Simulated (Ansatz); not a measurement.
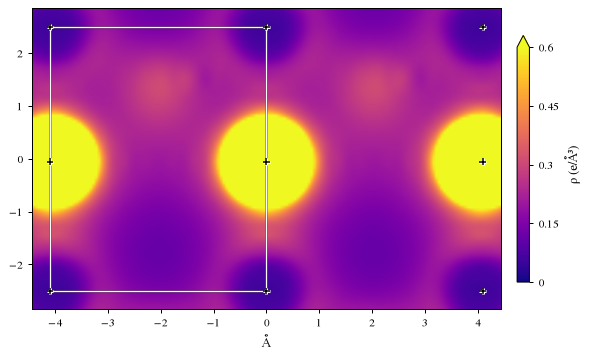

The valence electron density on a plane through atoms (crosses mark nuclei in the plane).

Computed with DFT PBEsol, scalar-relativistic, plane waves, PAW in Ansatz 0.2.0.

Candidates:
A. Al₃Cu₂, a = 4.09 Å, b = 4.09 Å, c = 4.99 Å, α = 90.00°, β = 90.00°, γ = 120.00°. Space group P-3m1; a structure from a database of computed crystals, not necessarily the ambient phase; computed without spin polarisation.
B. HfN, a = 3.61 Å, b = 3.61 Å, c = 4.52 Å, α = 90.00°, β = 90.00°, γ = 90.00°. Space group I-4m2; a structure from a database of computed crystals, not necessarily the ambient phase; changed on purpose from its base cell (strain +0.040 along x and y, -0.080 along z, atoms carried along); computed pressure about −5 GPa in this cell; computed without spin polarisation.

Question: Which candidate gave the map?

Answer: Candidate A: Al₃Cu₂ on the (100) plane of the conventional cell, which holds Al and Cu. Al–Cu (2.44 Å): ρ is about 0.33 e/Å³ halfway. Al–Cu (2.55 Å): the density is about 0.26 e/Å³ at the midpoint.
